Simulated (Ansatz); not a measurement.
**BeS: molecular dynamics (part 1 of 4)**

BeS (F-43m, 16 atoms in the cell), computed with DFT PBEsol, scalar-relativistic, plane waves, PAW, no spin polarisation (Ansatz 0.2.0).

The structure derives from an entry of the Crystallography Open Database. Some settings of this run were made unusual or wrong on purpose. Figures and captions count atoms from 1; the log counts them from 0 in places.

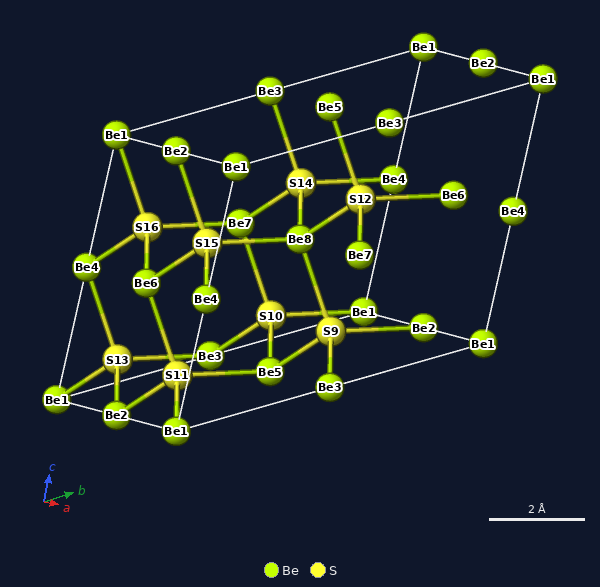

Figure 1. The structure as given in the input (ball-and-stick view of the cell of the calculation, seen slightly off an axis; atoms are numbered from 1 in the order of the input).

Input
```yaml
crystal:
  lattice:
    - [-4.8821201414, 4.8821201414, 0.0]
    - [-4.8821201414, 0.0, 4.8821201414]
    - [0.0, 4.8821201414, 4.8821201414]
  atoms:
    - { symbol: Be, position: [0.0, 0.0, 0.0] }
    - { symbol: Be, position: [0.5, 0.0, 0.0] }
    - { symbol: Be, position: [0.0, 0.5, 0.0] }
    - { symbol: Be, position: [0.0, 0.0, 0.5] }
    - { symbol: Be, position: [0.5, 0.5, 0.0] }
    - { symbol: Be, position: [0.5, 0.0, 0.5] }
    - { symbol: Be, position: [0.0, 0.5, 0.5] }
    - { symbol: Be, position: [0.5, 0.5, 0.5] }
    - { symbol: S, position: [0.625, 0.625, 0.125] }
    - { symbol: S, position: [0.125, 0.625, 0.125] }
    - { symbol: S, position: [0.625, 0.125, 0.125] }
    - { symbol: S, position: [0.625, 0.625, 0.625] }
    - { symbol: S, position: [0.125, 0.125, 0.125] }
    - { symbol: S, position: [0.125, 0.625, 0.625] }
    - { symbol: S, position: [0.625, 0.125, 0.625] }
    - { symbol: S, position: [0.125, 0.125, 0.625] }
basis:
  ecutwfc: 420
kpoints:
  mp_grid: { grid: [2, 2, 2], shift: [0.5, 0.5, 0.5] }
hamiltonian:
  xc: pbesol
scf:
  occupations: { method: fermi_dirac, width: 0.0689 }
  lower_state_search: "off"
  convergence: { dr2_threshold: 1.0e-07 }
output:
  forces: true
  stress: true
md:
  timestep: 6.0
  n_steps: 30
  ensemble: npt_langevin
  temperature: 800.0
  initial_velocities: maxwell_boltzmann
  seed: 83565
  friction: 0.02
  pressure: 0.0
```

Command:
```bash
ansatz run input.yaml --threads 4 --pin off --max-ram 5120MiB --backend cpu --events-out ev --progress --plain --runs-dir out
```

What the program printed
```
Warning: md: disabling space-group detection — thermal motion breaks the input geometry's symmetry, so no spatial operation reduces the k-mesh or symmetrises the density; time reversal is kept, so that k and −k are solved as one point where they differ and the mesh holds both, and exact exchange and, on two spinor components, a DFT+U term hold to it where the run has them: on two components no moment then forms, and a state that bears one, which a typed moment (crystal.atoms[].spin; refused beside efield: under a hybrid functional) reaches, can lie lower, under hf by electronvolts; crystal.symmetry.detect: false (a key that needs symmetry detection or time reversal refuses this as the deck is read) with time_reversal: false beside it drops time reversal too
Warning: md.ensemble: scf.convergence.dr2_threshold = 1e-7 eV (the SCF's general default) is looser than the 8e-8 eV advised for a trajectory that moves its cell on the stress, at its friction, temperature and timestep (5e-9 eV for each atom of the cell: 16). What an SCF threshold leaves in a stress goes as its square root, and in the free energy as the threshold itself, and one threshold admits the most on a small cell: of the crystals measured, under no hybrid functional and no lock of the moments, on runs that ended without the residual-converged pass, on stresses that held no estimate of that error, the worst erred by over 100 MPa in a component at 1e-7 eV an atom and by under 5 at 1e-10. Set scf.convergence.dr2_threshold to 8e-8 eV or tighter. The threshold is an SCF's pass mark: one that does not reach it within its budget of iterations ends unconverged, or closes short of it on a stop that the run arms, and scf.convergence.dr2_threshold's page says what that costs each kind of run
Engine: ansatz 0.2.0, x86_64-unknown-linux-gnu
Pseudopotentials: kind: paw
Pseudopotential: Be, paw, valence charge 2, recommended cutoff 420 eV (normal), Be.paw.azcp
Pseudopotential: S, paw, valence charge 6, recommended cutoff 420 eV (normal), S.paw.azcp
Functional definition: PBEsol
  exchange = pbesol_x
  correlation = pbesol_c
Crystal: 16 atoms, lattice volume = 232.732 Å³
Basis set: ecut = 420 eV (smoothed over ±3.0 %; plane waves to 437.0 eV, density to 1747.9 eV), 4909 PW (Γ), exchange–correlation on 96×96×96 points (8 copies of the dense FFT grid, shifted against one another)
Bands: 48, of which v1, the nominal top of the filled ones, is band 32 counted from 1 (31 counted from 0)
Symmetry: 1 space group operations
k-points: 4 of 8 (time reversal used)
Non-local potential: Be, projectors of the file, l = 0: 2, l = 1: 2, l = 2: 1
Non-local potential: S, projectors of the file, l = 0: 2, l = 1: 2, l = 2: 2
PAW form: soft (Blöchl's): semilocal exchange-correlation on the pseudo side does not see the compensation charge
PAW frozen core: Be, regenerated for the run's functional, and the local potential with it (the file was generated under x = pbe(κ = 0.804, μ = 0.2195149727645171), c = pbe(β = 0.06672455060314922))
PAW frozen core: S, regenerated for the run's functional, and the local potential with it (the file was generated under x = pbe(κ = 0.804, μ = 0.2195149727645171), c = pbe(β = 0.06672455060314922))
PAW one-centre angular grid: Be, 110 points (default); XC on 64 Gauss nodes
PAW one-centre angular grid: S, 110 points (default); XC on 64 Gauss nodes
Initial density: superposition of atomic densities (neutral atoms: chi_scale 0, normalization atom), corrected by the library's trained network
Initial wavefunctions: pseudopotential atomic-orbital guess
Functional: x = pbesol(κ = 0.804, μ = 0.12345679012345678), c = pbesol(β = 0.046)
SCF iter   1: F=—  HF=-7819.511709 eV  |F-HF|=—  |Δ(HF+E_count)|=         —  Δρ=3.71e-3  dr2=4.40e-2  ethr=1.77e-3  ⟨swp⟩=14.0  Hψ=1224  notcnv=0  defer=3
preconditioner: auto → Resta (q_TF=auto, 2.200 Å⁻¹)  ε∞=4.1  [insulator: Δε(μ)=3.758 eV  Ē_g=10.994 eV  σ=0.069 eV  W_gap=1.00  n_scr=50 (ndim 8)  ℏωp=19.5 eV  f_vac=0.000  D(μ)=0.00/eV (n_scr^D=0)  ε∞_Penn≈4.1]
SCF iter   2: F=—  HF=-7819.502411 eV  |F-HF|=—  |Δ(HF+E_count)|=   9.30e-3  Δρ=1.79e-3  dr2=1.01e-2  ethr=6.88e-5  ⟨swp⟩=2.2  Hψ=299  notcnv=0  defer=4
SCF iter   3: F=—  HF=-7819.501353 eV  |F-HF|=—  |Δ(HF+E_count)|=   1.06e-3  Δρ=4.05e-4  dr2=5.52e-4  ethr=1.57e-5  ⟨swp⟩=2.0  Hψ=284  notcnv=0  defer=4
SCF iter   4: F=—  HF=-7819.501460 eV  |F-HF|=—  |Δ(HF+E_count)|=   1.08e-4  Δρ=7.44e-5  dr2=9.31e-6  ethr=8.62e-7  ⟨swp⟩=2.0  Hψ=284  notcnv=0  defer=4
SCF iter   5: F=—  HF=-7819.501511 eV  |F-HF|=—  |Δ(HF+E_count)|=   5.08e-5  Δρ=6.25e-6  dr2=7.64e-8  ethr=1.45e-8  ⟨swp⟩=2.0  Hψ=271  notcnv=0  defer=4
SCF iter   6: F=-7819.501511 eV  HF=-7819.501511 eV  |F-HF|=1.06e-10  |Δ(HF+E_count)|=   1.44e-7  Δρ=1.29e-6  dr2=5.63e-9  ethr=1.19e-10  ⟨swp⟩=2.0  Hψ=588  notcnv=0
SCF 1 converged in 6 iterations: F = -7819.501511 eV  dr2 = 5.63e-9
  greatest PAW one-centre occupation: 0.845 electrons in one spin orbital (limit 2), on the S atom at site 9 (counted from 0), in its partial waves of l = 0
md step     0: t =     0.00 fs  T =   750.0 K  F+E_penalty+E_count = -7819.50151137 eV  E_kin = 1.551120 eV  conserved = -7818.32609925 eV  P_inst = -1.8006 GPa  V = 232.7316 Å³  selection 1  (6 SCF iters)
Crystal: 16 atoms, lattice volume = 232.713 Å³
Initial density: handed on by an earlier stage of this run
Initial wavefunctions: those handed on with the density
iter 1 solved again at ethr=2.28e-4 eV; its pass at ethr=3.10e-3 eV (dr2=1.46e-1 eV) is discarded
SCF iter   1: F=—  HF=-7819.151170 eV  |F-HF|=—  |Δ(HF+E_count)|=         —  Δρ=7.42e-3  dr2=1.47e-1  ethr=2.28e-4  ⟨swp⟩=3.5  Hψ=1096  notcnv=0
preconditioner: auto → Resta (q_TF=auto, 2.200 Å⁻¹)  ε∞=4.1  [insulator: Δε(μ)=3.555 eV  Ē_g=10.996 eV  σ=0.069 eV  W_gap=1.00  n_scr=50 (ndim 8)  ℏωp=19.5 eV  f_vac=0.000  D(μ)=0.00/eV (n_scr^D=0)  ε∞_Penn≈4.1]
SCF iter   2: F=—  HF=-7819.113399 eV  |F-HF|=—  |Δ(HF+E_count)|=   3.78e-2  Δρ=3.61e-3  dr2=3.12e-2  ethr=2.28e-4  ⟨swp⟩=2.0  Hψ=287  notcnv=0
SCF iter   3: F=—  HF=-7819.104282 eV  |F-HF|=—  |Δ(HF+E_count)|=   9.12e-3  Δρ=4.54e-4  dr2=4.23e-4  ethr=4.88e-5  ⟨swp⟩=2.2  Hψ=295  notcnv=0
SCF iter   4: F=—  HF=-7819.104261 eV  |F-HF|=—  |Δ(HF+E_count)|=   2.09e-5  Δρ=7.25e-5  dr2=2.11e-5  ethr=6.61e-7  ⟨swp⟩=2.2  Hψ=323  notcnv=0
SCF iter   5: F=—  HF=-7819.104145 eV  |F-HF|=—  |Δ(HF+E_count)|=   1.16e-4  Δρ=2.18e-5  dr2=1.84e-6  ethr=3.29e-8  ⟨swp⟩=2.0  Hψ=264  notcnv=0
SCF iter   6: F=-7819.104145 eV  HF=-7819.104145 eV  |F-HF|=1.03e-8  |Δ(HF+E_count)|=   1.82e-7  Δρ=4.04e-6  dr2=5.29e-8  ethr=1.56e-10  ⟨swp⟩=3.8  Hψ=761  notcnv=0
SCF 2 converged in 6 iterations: F = -7819.104145 eV  dr2 = 5.29e-8
  greatest PAW one-centre occupation: 0.846 electrons in one spin orbital (limit 2), on the S atom at site 15 (counted from 0), in its partial waves of l = 0
md step     1: t =     6.00 fs  T =   446.2 K  F+E_penalty+E_count = -7819.10414469 eV  E_kin = 0.922791 eV  conserved = -7818.27722446 eV  P_inst = -1.4549 GPa  V = 232.7128 Å³  selection 1  (6 SCF iters)
[... from here on the SCF iterations and repeated set-up lines of each step are left out, up to the last step ...]
SCF 3 converged in 6 iterations: F = -7818.574061 eV  dr2 = 3.07e-8
md step     2: t =    12.00 fs  T =   303.3 K  F+E_penalty+E_count = -7818.57406099 eV  E_kin = 0.627177 eV  conserved = -7818.22230086 eV  P_inst = -0.7443 GPa  V = 232.6488 Å³  selection 1  (6 SCF iters)
SCF 4 converged in 6 iterations: F = -7818.549528 eV  dr2 = 3.88e-8
md step     3: t =    18.00 fs  T =   337.7 K  F+E_penalty+E_count = -7818.54952797 eV  E_kin = 0.698314 eV  conserved = -7818.25031325 eV  P_inst = -0.6567 GPa  V = 232.5733 Å³  selection 1  (6 SCF iters)
SCF 5 converged in 6 iterations: F = -7818.691154 eV  dr2 = 4.06e-8
md step     4: t =    24.00 fs  T =   522.3 K  F+E_penalty+E_count = -7818.69115361 eV  E_kin = 1.080243 eV  conserved = -7818.28559142 eV  P_inst = -0.8480 GPa  V = 232.5606 Å³  selection 1  (6 SCF iters)
SCF 6 converged in 6 iterations: F = -7818.756870 eV  dr2 = 2.23e-8
md step     5: t =    30.00 fs  T =   507.2 K  F+E_penalty+E_count = -7818.75686976 eV  E_kin = 1.048979 eV  conserved = -7818.27275485 eV  P_inst = -1.2605 GPa  V = 232.5889 Å³  selection 1  (6 SCF iters)
SCF 7 converged in 6 iterations: F = -7818.680682 eV  dr2 = 8.52e-8
md step     6: t =    36.00 fs  T =   500.0 K  F+E_penalty+E_count = -7818.68068153 eV  E_kin = 1.033980 eV  conserved = -7818.27524474 eV  P_inst = -1.3497 GPa  V = 232.5323 Å³  selection 1  (6 SCF iters)
SCF 8 converged in 6 iterations: F = -7818.400789 eV  dr2 = 7.27e-8
md step     7: t =    42.00 fs  T =   412.3 K  F+E_penalty+E_count = -7818.40078938 eV  E_kin = 0.852755 eV  conserved = -7818.26196225 eV  P_inst = -1.0549 GPa  V = 232.2706 Å³  selection 1  (6 SCF iters)
SCF 9 converged in 6 iterations: F = -7818.218851 eV  dr2 = 2.27e-8
md step     8: t =    48.00 fs  T =   426.3 K  F+E_penalty+E_count = -7818.21885064 eV  E_kin = 0.881612 eV  conserved = -7818.25972238 eV  P_inst = -0.7022 GPa  V = 231.8444 Å³  selection 1  (6 SCF iters)
SCF 10 converged in 6 iterations: F = -7818.374574 eV  dr2 = 8.47e-8
md step     9: t =    54.00 fs  T =   482.9 K  F+E_penalty+E_count = -7818.37457404 eV  E_kin = 0.998801 eV  conserved = -7818.28031497 eV  P_inst = -0.7862 GPa  V = 231.4368 Å³  selection 1  (6 SCF iters)
SCF 11 converged in 7 iterations: F = -7818.496978 eV  dr2 = 9.23e-9
md step    10: t =    60.00 fs  T =   802.2 K  F+E_penalty+E_count = -7818.49697821 eV  E_kin = 1.658994 eV  conserved = -7818.33082347 eV  P_inst = -0.5325 GPa  V = 231.1169 Å³  selection 1  (7 SCF iters)
SCF 12 converged in 6 iterations: F = -7818.166646 eV  dr2 = 4.05e-8
md step    11: t =    66.00 fs  T =   684.2 K  F+E_penalty+E_count = -7818.16664634 eV  E_kin = 1.415061 eV  conserved = -7818.31311171 eV  P_inst = -0.1086 GPa  V = 230.7603 Å³  selection 1  (6 SCF iters)
SCF 13 converged in 6 iterations: F = -7817.715947 eV  dr2 = 2.02e-8
md step    12: t =    72.00 fs  T =   680.4 K  F+E_penalty+E_count = -7817.71594685 eV  E_kin = 1.407084 eV  conserved = -7818.31293882 eV  P_inst = 0.5651 GPa  V = 230.2936 Å³  selection 1  (6 SCF iters)
SCF 14 converged in 6 iterations: F = -7817.515529 eV  dr2 = 4.78e-8
md step    13: t =    78.00 fs  T =   632.7 K  F+E_penalty+E_count = -7817.51552947 eV  E_kin = 1.308458 eV  conserved = -7818.29119866 eV  P_inst = 0.9054 GPa  V = 229.7720 Å³  selection 1  (6 SCF iters)
SCF 15 converged in 7 iterations: F = -7817.686026 eV  dr2 = 6.99e-9
md step    14: t =    84.00 fs  T =   514.3 K  F+E_penalty+E_count = -7817.68602629 eV  E_kin = 1.063667 eV  conserved = -7818.31987273 eV  P_inst = 0.7112 GPa  V = 229.2773 Å³  selection 1  (7 SCF iters)
SCF 16 converged in 7 iterations: F = -7817.782959 eV  dr2 = 4.88e-9
md step    15: t =    90.00 fs  T =   529.9 K  F+E_penalty+E_count = -7817.78295921 eV  E_kin = 1.095933 eV  conserved = -7818.28176975 eV  P_inst = 0.6799 GPa  V = 228.7662 Å³  selection 1  (7 SCF iters)
SCF 17 converged in 6 iterations: F = -7818.079442 eV  dr2 = 5.15e-8
md step    16: t =    96.00 fs  T =   547.9 K  F+E_penalty+E_count = -7818.07944181 eV  E_kin = 1.133242 eV  conserved = -7818.31295895 eV  P_inst = 0.3791 GPa  V = 228.1037 Å³  selection 1  (6 SCF iters)
SCF 18 converged in 7 iterations: F = -7818.203504 eV  dr2 = 8.92e-9
md step    17: t =   102.00 fs  T =   691.5 K  F+E_penalty+E_count = -7818.20350432 eV  E_kin = 1.430212 eV  conserved = -7818.32058516 eV  P_inst = 0.6954 GPa  V = 227.3509 Å³  selection 1  (7 SCF iters)
SCF 19 converged in 6 iterations: F = -7817.916712 eV  dr2 = 7.35e-8
md step    18: t =   108.00 fs  T =   781.6 K  F+E_penalty+E_count = -7817.91671231 eV  E_kin = 1.616540 eV  conserved = -7818.31506043 eV  P_inst = 1.7359 GPa  V = 226.6529 Å³  selection 1  (6 SCF iters)
SCF 20 converged in 6 iterations: F = -7817.550408 eV  dr2 = 3.62e-8
md step    19: t =   114.00 fs  T =   664.2 K  F+E_penalty+E_count = -7817.55040779 eV  E_kin = 1.373593 eV  conserved = -7818.30566440 eV  P_inst = 2.6120 GPa  V = 226.0387 Å³  selection 1  (6 SCF iters)
SCF 21 converged in 7 iterations: F = -7817.576817 eV  dr2 = 5.70e-9
md step    20: t =   120.00 fs  T =   594.7 K  F+E_penalty+E_count = -7817.57681674 eV  E_kin = 1.229952 eV  conserved = -7818.32135658 eV  P_inst = 2.7920 GPa  V = 225.5124 Å³  selection 1  (7 SCF iters)
SCF 22 converged in 7 iterations: F = -7817.791497 eV  dr2 = 9.48e-9
md step    21: t =   126.00 fs  T =   772.2 K  F+E_penalty+E_count = -7817.79149667 eV  E_kin = 1.596975 eV  conserved = -7818.33707146 eV  P_inst = 2.8781 GPa  V = 225.0364 Å³  selection 1  (7 SCF iters)
SCF 23 converged in 7 iterations: F = -7817.914255 eV  dr2 = 5.85e-9
md step    22: t =   132.00 fs  T =   779.1 K  F+E_penalty+E_count = -7817.91425482 eV  E_kin = 1.611343 eV  conserved = -7818.32585179 eV  P_inst = 2.9691 GPa  V = 224.6875 Å³  selection 1  (7 SCF iters)
SCF 24 converged in 7 iterations: F = -7817.984879 eV  dr2 = 1.21e-8
md step    23: t =   138.00 fs  T =   913.5 K  F+E_penalty+E_count = -7817.98487943 eV  E_kin = 1.889219 eV  conserved = -7818.34879895 eV  P_inst = 3.2837 GPa  V = 224.6202 Å³  selection 1  (7 SCF iters)
SCF 25 converged in 7 iterations: F = -7817.790138 eV  dr2 = 6.15e-9
md step    24: t =   144.00 fs  T =   770.4 K  F+E_penalty+E_count = -7817.79013775 eV  E_kin = 1.593246 eV  conserved = -7818.33040039 eV  P_inst = 3.6664 GPa  V = 224.7724 Å³  selection 1  (7 SCF iters)
SCF 26 converged in 7 iterations: F = -7817.582917 eV  dr2 = 1.03e-8
md step    25: t =   150.00 fs  T =   697.3 K  F+E_penalty+E_count = -7817.58291673 eV  E_kin = 1.442036 eV  conserved = -7818.30474265 eV  P_inst = 3.7837 GPa  V = 224.9316 Å³  selection 1  (7 SCF iters)
SCF 27 converged in 7 iterations: F = -7817.878801 eV  dr2 = 9.31e-9
md step    26: t =   156.00 fs  T =   934.7 K  F+E_penalty+E_count = -7817.87880052 eV  E_kin = 1.933208 eV  conserved = -7818.35312778 eV  P_inst = 3.2330 GPa  V = 225.0203 Å³  selection 1  (7 SCF iters)
SCF 28 converged in 6 iterations: F = -7818.274227 eV  dr2 = 9.61e-8
md step    27: t =   162.00 fs  T =  1030.6 K  F+E_penalty+E_count = -7818.27422728 eV  E_kin = 2.131529 eV  conserved = -7818.37033319 eV  P_inst = 2.6101 GPa  V = 225.0231 Å³  selection 1  (6 SCF iters)
SCF 29 converged in 6 iterations: F = -7818.177306 eV  dr2 = 2.48e-8
md step    28: t =   168.00 fs  T =  1073.9 K  F+E_penalty+E_count = -7818.17730592 eV  E_kin = 2.221080 eV  conserved = -7818.36857253 eV  P_inst = 2.6057 GPa  V = 224.8215 Å³  selection 1  (6 SCF iters)
SCF 30 converged in 7 iterations: F = -7817.693401 eV  dr2 = 1.17e-8
md step    29: t =   174.00 fs  T =   900.7 K  F+E_penalty+E_count = -7817.69340143 eV  E_kin = 1.862864 eV  conserved = -7818.34095577 eV  P_inst = 2.8580 GPa  V = 224.5291 Å³  selection 1  (7 SCF iters)
Crystal: 16 atoms, lattice volume = 224.315 Å³
iter 1 solved again at ethr=2.44e-4 eV; its pass at ethr=3.10e-3 eV (dr2=1.56e-1 eV) is discarded
```
